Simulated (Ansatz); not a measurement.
**Run report: WS₂, single-point calculation**

- system: WS₂ (Cm, 3 atoms in the cell)
- method: DFT PBEsol+D3(BJ), scalar-relativistic, plane waves, PAW, no spin polarisation (Ansatz 0.2.0)

The structure derives from an entry of the Crystallography Open Database. It belongs to a series of runs on one base structure; here: atom 1 (W) moved by (-0.150, +0.000) A along y and z. Figures and captions count atoms from 1; the log counts them from 0 in places.

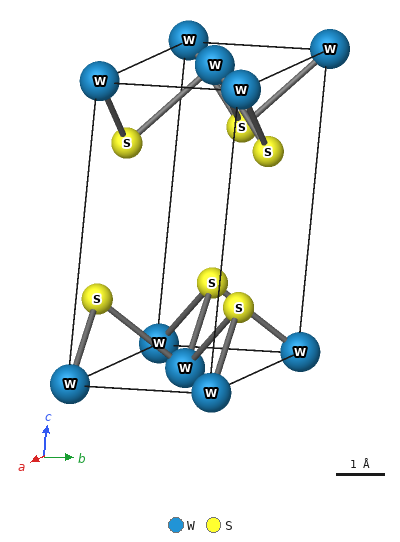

*The structure (ball-and-stick view of the cell 2 times as large as that of the calculation, set on its symmetry axes, seen slightly off an axis). An atom can appear more than once, as a periodic image.*

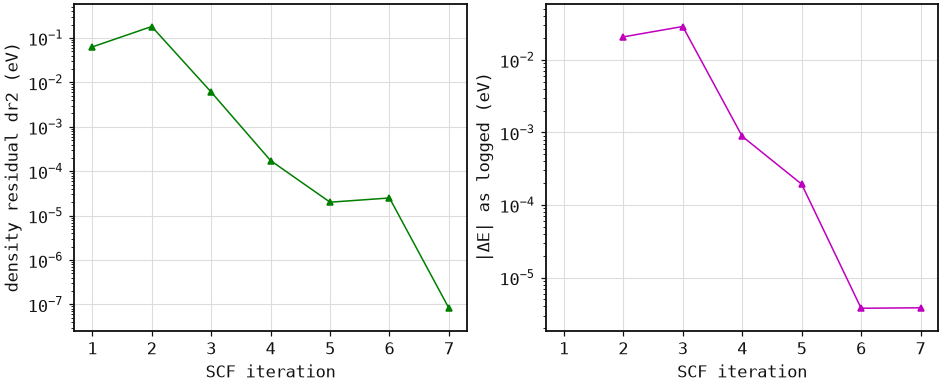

*Convergence of the self-consistent field: density residual dr2 and size of the energy change against the SCF iteration.*

The residual comes down, with one marked jump up, by a factor of about 3, at step 2.

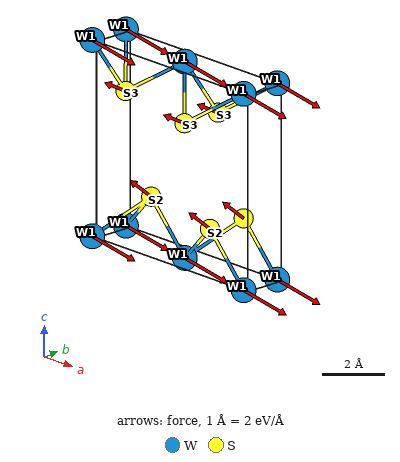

*Forces on the atoms as red arrows (ball-and-stick view of the cell 2 times as large as that of the calculation, set on its symmetry axes, seen slightly off an axis; atoms are numbered from 1 in the order of the input).*

The largest act on W1 (3.37 eV/Å); S2 (1.83 eV/Å); S3 (1.58 eV/Å). The geometry is not a stationary point of this energy.

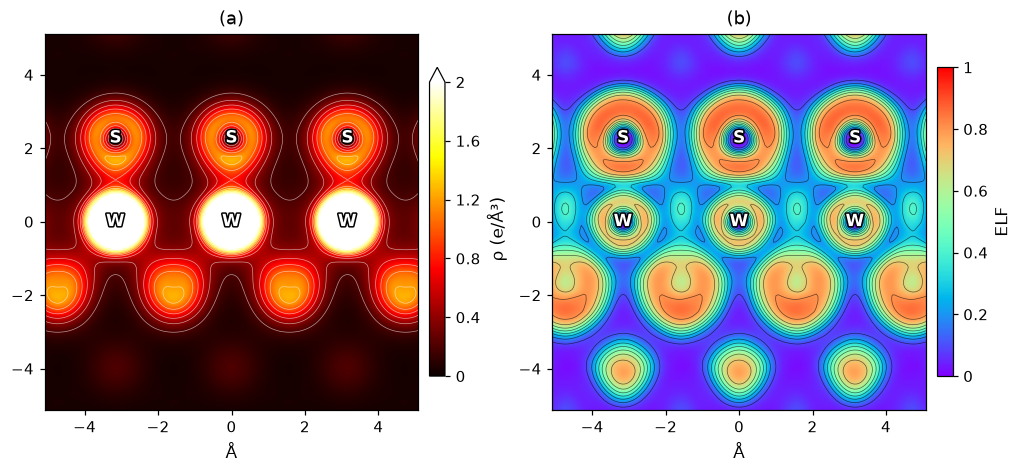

*(a) valence electron density; (b) electron localisation function on the (101) plane of the conventional cell.*

Atoms in the plane: W and S. W–S (2.28 Å): the density is about 0.8 e/Å³ at the midpoint; the ELF is about 0.50 at the midpoint. Away from the nuclei the density in this plane falls to 0.04 e/Å³ at its lowest. The strong features right at W lie inside the PAW spheres (semicore, d or f shells) and say nothing about bonding. The fields are those of the smooth PAW valence density.

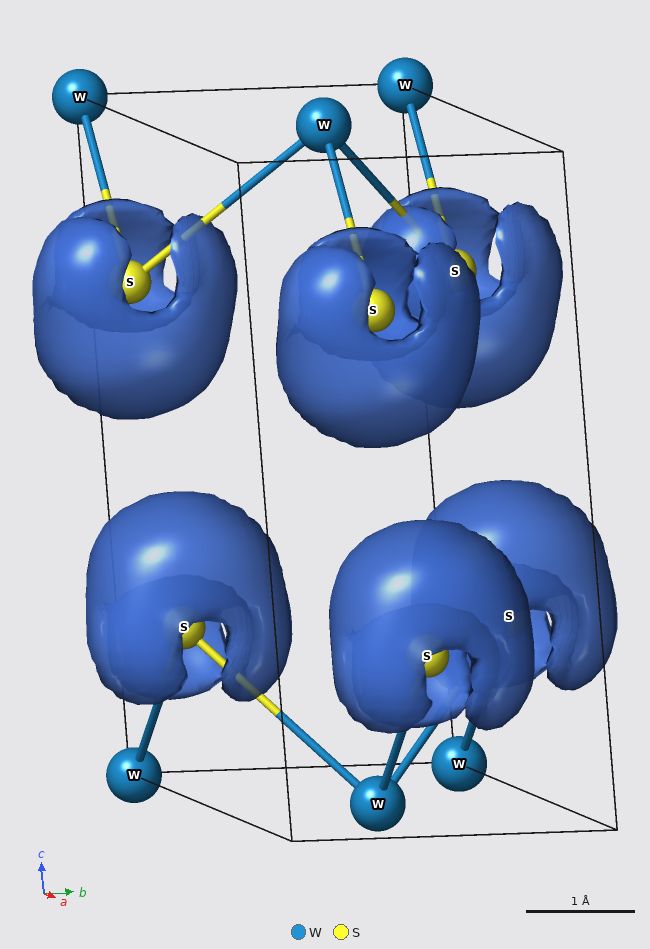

*Isosurface of the electron localisation function at 0.8 (blue), seen slightly off an axis. Only the valence region is drawn (cores and ρ < 0.01 e/Å³ removed). Sticks mark near contacts. The outline is the cell set on symmetry axes.*

Values along the shortest contacts: W–S (2.28 Å): the ELF is about 0.50 at the midpoint. W–S (2.45 Å): the ELF is about 0.45 at the midpoint.

The input that produced these results follows, with the program's output.

## Input file
```yaml
crystal:
  lattice:
    - [1.5790003843, 0.9116362969, 6.16333]
    - [-1.5790003843, 0.9116362969, 6.16333]
    - [0.0, -1.8232725938, 6.16333]
  atoms:
    - { symbol: W, position: [-0.027423217, -0.027423217, 0.054846434] }
    - { symbol: S, position: [0.7503, 0.7503, 0.7503] }
    - { symbol: S, position: [0.581, 0.581, 0.581] }
basis:
  ecutwfc: 420
kpoints:
  mp_grid: { grid: [12, 12, 12] }
hamiltonian:
  xc: pbesol
  dispersion: d3bj
scf:
  occupations: { method: gaussian, width: 0.05 }
output:
  forces: true
  stress: true
  eigenvalues: true
  write_density: true
  write_potential: true
  elf: true
  volumetric_format: npy
```

Run as:
```bash
ansatz run input.yaml --threads 1 --pin off --max-ram 2560MiB --backend cpu --events-out ev --progress --plain --runs-dir out
```

## What the program printed
```
basis.fft_grid_basis auto: the FFT boxes are laid along the combinations [[1, -1, 0], [0, 1, 0], [0, -1, 1]] of the cell's own vectors, 3.158, 6.427 and 3.158 Å long. The dense box has 24×45×24 points. Along the cell's own vectors, as sized, it would have 45×45×45, 3.52 times as many. Of the 2 symmetry operations that the crystal satisfies within crystal.symmetry.tolerance (time reversal apart; of a slab, those that keep its plane) the dense box along the cell's own vectors carries 2, and the one as laid loses 1 of those. basis.fft_grid_basis: typed keeps the cell's own vectors: state it where this run's energies or levels are differenced outside the engine with another run's, or held beside a run that keeps those vectors. Those combinations have planes normal to reciprocal vector 3, as the cell's own vectors have. Each planar average written beside output.write_density, output.write_potential has a row for each plane of the box: 24. The volumetric files lie along those combinations, not along the cell's own vectors: a cube or XSF file states them, and fields.json those of NumPy files.
Engine: ansatz 0.2.0, x86_64-unknown-linux-gnu
Pseudopotentials: kind: paw
Pseudopotential: W, paw, valence charge 14, recommended cutoff 420 eV (normal), W.paw.azcp
Pseudopotential: S, paw, valence charge 6, recommended cutoff 420 eV (normal), S.paw.azcp
Functional definition: PBEsol
  exchange = pbesol_x
  correlation = pbesol_c
Crystal: 3 atoms, lattice volume = 53.232 Å³
Basis set: ecut = 420 eV, 1011 PW (Γ), FFT grids on a1−a2, a2, −a2+a3, exchange–correlation on 48×90×48 points (8 copies of the dense FFT grid, shifted against one another)
Bands: 17, of which v1, the nominal top of the filled ones, is band 13 counted from 1 (12 counted from 0)
Symmetry: 2 space group operations
Space group: Cm (ITA 8), of the structure as read, at distance tolerance 3.8e-5 Å
k-points: 476 of 1728 (time reversal used)
Non-local potential: W, projectors of the file, l = 0: 3, l = 1: 2, l = 2: 2, l = 3: 1
Non-local potential: S, projectors of the file, l = 0: 2, l = 1: 2, l = 2: 2
PAW form: soft (Blöchl's): semilocal exchange-correlation on the pseudo side does not see the compensation charge
PAW frozen core: W, regenerated for the run's functional, and the local potential with it (the file was generated under x = pbe(κ = 0.804, μ = 0.2195149727645171), c = pbe(β = 0.06672455060314922))
PAW frozen core: S, regenerated for the run's functional, and the local potential with it (the file was generated under x = pbe(κ = 0.804, μ = 0.2195149727645171), c = pbe(β = 0.06672455060314922))
PAW one-centre angular grid: W, 590 points (default); XC on 64 Gauss nodes
PAW one-centre angular grid: S, 110 points (default); XC on 64 Gauss nodes
Initial density: superposition of atomic densities (neutral atoms: chi_scale 0, normalization atom), corrected by the library's trained network
Initial wavefunctions: pseudopotential atomic-orbital guess
Functional: x = pbesol(κ = 0.804, μ = 0.12345679012345678), c = pbesol(β = 0.046)
SCF iter   1: F=—  HF=-12029.979735 eV  |F-HF|=—  |Δ(HF+E_count)|=         —  Δρ=8.48e-3  dr2=6.31e-2  ethr=1.77e-3  ⟨swp⟩=6.0  Hψ=46785  notcnv=0
preconditioner: auto → none  [insulator: Δε(μ)=0.863 eV  Ē_g=8.769 eV  σ=0.050 eV  W_gap=1.00  n_scr=16 (ndim 8)  ℏωp=21.6 eV  f_vac=0.015  D(μ)=0.00/eV (n_scr^D=0)  ε∞_Penn≈7.1]
SCF iter   2: F=—  HF=-12030.000523 eV  |F-HF|=—  |Δ(HF+E_count)|=   2.08e-2  Δρ=9.93e-3  dr2=1.82e-1  ethr=2.43e-4  ⟨swp⟩=3.4  Hψ=18976  notcnv=0  recentre
SCF iter   3: F=—  HF=-12029.971589 eV  |F-HF|=—  |Δ(HF+E_count)|=   2.89e-2  Δρ=3.67e-3  dr2=6.08e-3  ethr=2.43e-4  ⟨swp⟩=3.0  Hψ=14331  notcnv=0
SCF iter   4: F=—  HF=-12029.972474 eV  |F-HF|=—  |Δ(HF+E_count)|=   8.85e-4  Δρ=9.66e-4  dr2=1.74e-4  ethr=2.34e-5  ⟨swp⟩=2.2  Hψ=12681  notcnv=0
SCF iter   5: F=—  HF=-12029.972668 eV  |F-HF|=—  |Δ(HF+E_count)|=   1.94e-4  Δρ=2.40e-4  dr2=2.01e-5  ethr=6.68e-7  ⟨swp⟩=2.0  Hψ=11392  notcnv=0
SCF iter   6: F=—  HF=-12029.972672 eV  |F-HF|=—  |Δ(HF+E_count)|=   3.78e-6  Δρ=1.20e-4  dr2=2.50e-5  ethr=7.74e-8  ⟨swp⟩=2.0  Hψ=11959  notcnv=0
SCF iter   7: F=-12029.972668 eV  HF=-12029.972668 eV  |F-HF|=6.44e-8  |Δ(HF+E_count)|=   3.83e-6  Δρ=1.75e-5  dr2=8.22e-8  ethr=3.85e-10  ⟨swp⟩=10.6  Hψ=70179  notcnv=0
SCF 1 converged in 7 iterations: F = -12029.972668 eV  dr2 = 8.22e-8
  greatest PAW one-centre occupation: 1.000 electrons in one spin orbital (limit 2), on the W atom at site 0 (counted from 0), in its partial waves of l = 0
SCF converged after 7 iterations
Free energy (F): -12029.972668 eV
Harris-Foulkes:  -12029.972668 eV  (|F-HF|=6.44e-8)
Internal energy: -12029.972668 eV  (E = F + TS)
E sigma→0 (E₀):  -12029.972668 eV
Fermi energy:    12.031108 eV
--- Per-component energies (eV) ---
  E_band       = -189.059150
  E_kinetic    = 667.216073
  E_local      = -1762.865602  (includes V_loc(G=0)·N_el)
  E_nonlocal   = 60.537522
  E_hartree    = 699.319535
  E_xc         = -458.795844
  E_vxc        = -415.115471  (∫ρ·V_xc dr)
  E_paw        = -9604.583537  (= ΣΔE_a)
  E_vpaw       = -137.470272  (= ΣTr[D̂ρ^β])
  E_aug_tail   = -0.000057  (compensation charges beyond the density's cutoff)
  E_ewald      = -1629.992652
  E_disp       = -1.153797  (pairwise vdW)
  E_core_change = 0.345691  (= ΣΔE_core)
  E_smearing   = -0.000000  (= −TS)
  E_closure    = 0.000000  (closes the sum)
  Σ components = -12029.972668   (vs F -12029.972668, Δ=0.00e0)
--- Forces (eV/Å), atoms counted from 1 ---
  atom   1  W      0.00000000     3.31170263    -0.62024874
  atom   2  S      0.00000000    -1.73709000     0.56912884
  atom   3  S      0.00000000    -1.57462780     0.05107450
  max |Σ_I F_I| component: 4.54e-5 eV/Å
--- Stress (GPa, compression-positive) ---
       -6.613702      -0.000000      -0.000000
       -0.000000      -0.043586      -0.531327
       -0.000000      -0.531326      -0.777789
  P = ⅓ Tr σ = -2.4784 GPa (-24.784 kbar)
--- Band table (eV; the first three rows and the last of 476) ---
  k-point 0: bands = ["-62.8778", "-27.2096", "-27.0189", "-26.9830", "-4.0224", "-2.0044", "3.9503", "7.9604", "8.2683", "8.6958", "10.0823", "10.1069", "10.3959", "13.0311", "13.6039", "14.4886", "14.6399"]
  k-point 1: bands = ["-62.8765", "-27.2048", "-27.0448", "-26.9889", "-3.8967", "-1.9789", "4.1053", "7.9539", "8.0858", "8.3637", "9.7873", "10.1506", "10.4471", "13.3559", "13.3658", "14.3599", "14.4829"]
  k-point 2: bands = ["-62.8730", "-27.1918", "-27.1148", "-27.0050", "-3.5365", "-1.9066", "4.5310", "7.2154", "7.7279", "8.4345", "9.1909", "10.0439", "10.2792", "12.9628", "13.9664", "14.1536", "14.4783"]
  k-point 475: bands = ["-62.8778", "-27.2097", "-27.0189", "-26.9830", "-3.7959", "-2.4406", "4.9933", "7.6942", "7.9448", "8.2765", "8.8275", "10.1216", "11.5977", "13.1168", "13.5255", "14.3233", "14.7460"]
```

## Summary

```tsv
quantity	value
outcome	converged
space group (tolerance 0.01 Å)	Cm (8)
electrons treated	26
free energy	−12029.9727 eV
Fermi energy	12.031 eV
gap on the k-point mesh	0.87 eV
pressure	−2.48 GPa
largest force (length of the vector)	3.369 eV/Å
hardware	1 thread of AMD EPYC (Zen 3), 32 GiB of memory available, shared host
wall time	40 s
peak memory	0.72 GiB
```

## Remarks

Spin–orbit coupling is left out, which matters for W.
